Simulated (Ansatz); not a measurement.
Cell and atoms:

```cif
data_structure
_symmetry_space_group_name_H-M 'P 1'
_symmetry_Int_Tables_number 1
_cell_length_a 3.0669
_cell_length_b 5.2771
_cell_length_c 3.8942
_cell_angle_alpha 90.000
_cell_angle_beta 90.000
_cell_angle_gamma 90.000
_cell_volume 63.03
loop_
_atom_site_label
_atom_site_type_symbol
_atom_site_fract_x
_atom_site_fract_y
_atom_site_fract_z
_atom_site_occupancy
Sn1 Sn 0.00000 0.23379 0.52617 1
Sn2 Sn 0.50000 0.76621 0.02617 1
O1 O 0.00000 0.88536 0.72383 1
O2 O 0.50000 0.11464 0.22383 1
```

> What would you see if this were drawn?

It has the composition SnO. Space group Pmn2_1 (No. 31), lattice primitive orthorhombic. Cell content 2 Sn, 2 O; Z = 2. Sn bonds to three O in a trigonal pyramidal arrangement at 1.99 to 2.03 Å. O is linked to three Sn in a trigonal pyramidal arrangement at 1.99 to 2.03 Å. The bonds build SnO layers parallel to (010).

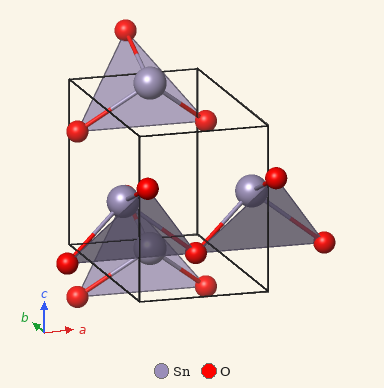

The figure gives a polyhedral picture of the atoms, viewed slightly off an axis. One conventional unit cell is outlined, and atoms on its boundary appear in each equivalent place. A few atoms beyond the faces are included. Colours: tin purple, oxygen red.

Starting structure: a structure listed in the Materials Project. The cell was then strained or its atoms displaced on purpose. A calculation with Ansatz used it as input.

At this level of theory the cell isn't at rest (compressed, at 22 GPa and forces up to 3.1 eV/Å), so its distances can differ from those at equilibrium, the more so the softer the solid.
